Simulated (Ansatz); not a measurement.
**InAs: density, localisation and related maps**

```xyz
6
Lattice="3.0851 0.0000 -3.0851 -3.0851 3.0851 0.0000 6.0717 6.0717 6.0717" Properties=species:S:1:pos:R:3 pbc="T T T"
In    3.0467    3.0467   -0.0385
In    3.0138    6.0990    3.0138
In    6.0661    6.0661    6.0661
As    1.5236    1.5236    1.5236
As    4.5759    4.5758    1.4907
As    4.5430    7.6281    4.5430
```

Space group R3m; started from the zincblende prototype, which need not be the ambient phase; changed on purpose from its base cell (epitaxial 111 strain +1.0%).

These are results of Ansatz 0.2.0, DFT, r2SCAN, plane waves, PAW, not measurements.

The density is the valence pseudo-density of a PAW calculation; it isn't the true density close to the nuclei.

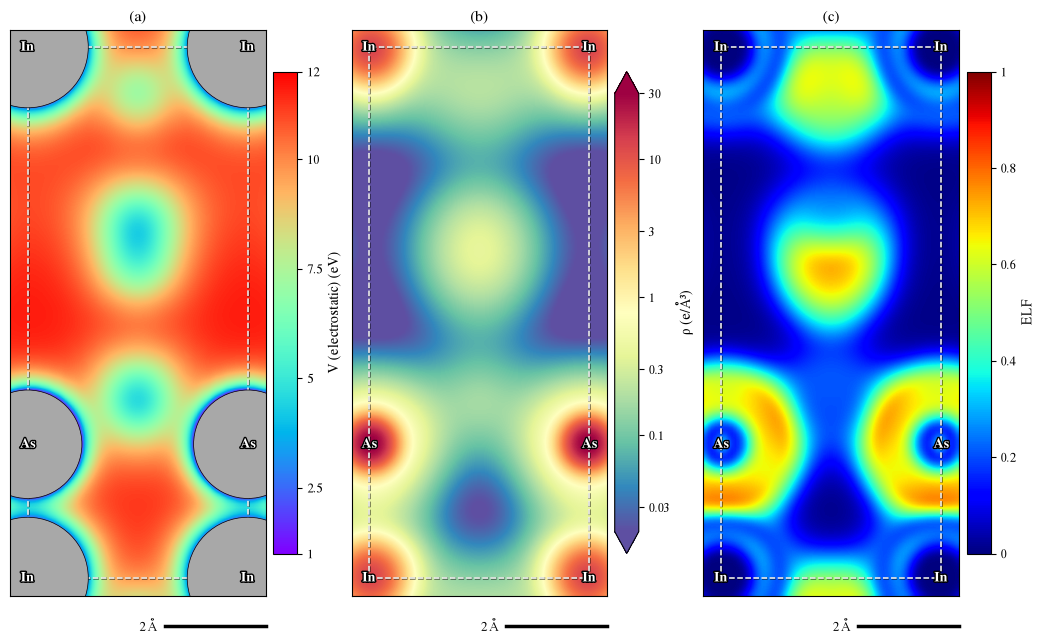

Figure 1. (a) electrostatic potential energy of an electron; (b) valence pseudo-density; (c) electron localisation function on the (010) plane of the conventional cell. Grey discs cover the atomic cores in the potential map.

### Describe what can be read from this map.

The plane passes through In and As nuclei.
In–As (2.65 Å): ρ is about 0.4 e/Å³ halfway; the ELF peaks at about 0.75 between the atoms (a covalent bond).
Between the atoms the lowest density in this plane is 0.01 e/Å³.
Outside the cores the potential energy rises away from the atoms and is highest about 2.6 Å from the nearest atoms; its zero is arbitrary.

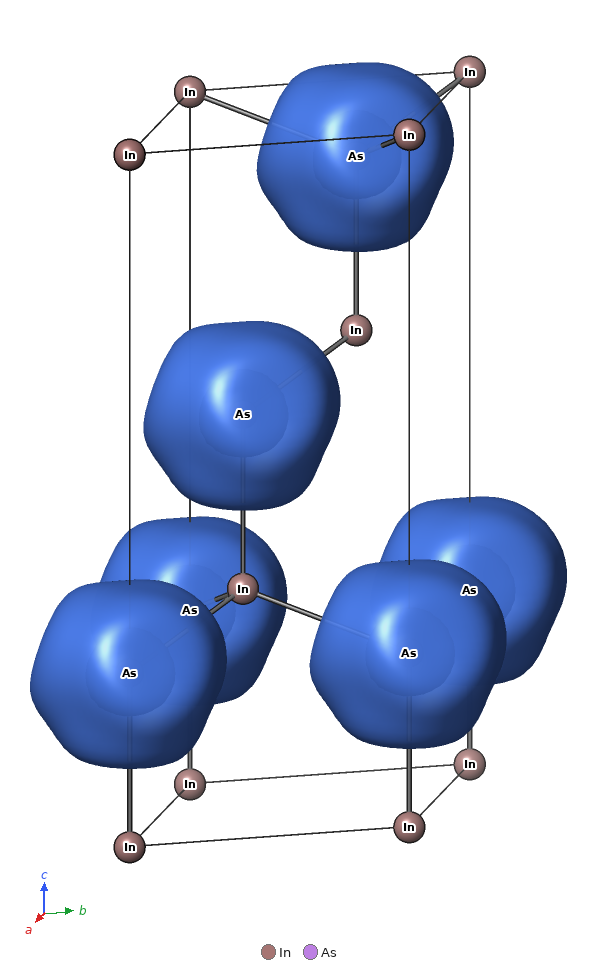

Figure 2. Isosurface of the electron localisation function at 0.55 (blue), seen slightly off an axis. Only the valence region is drawn (cores and ρ < 0.01 e/Å³ removed). Sticks mark near contacts.

### Identify the bonds, lone pairs and shells in this picture.

At this value the surface marks out three regions on As in which the atom's valence shell and bonds are merged, counted in one cell of 6 atoms. Any copies at cell faces, edges or corners count once.
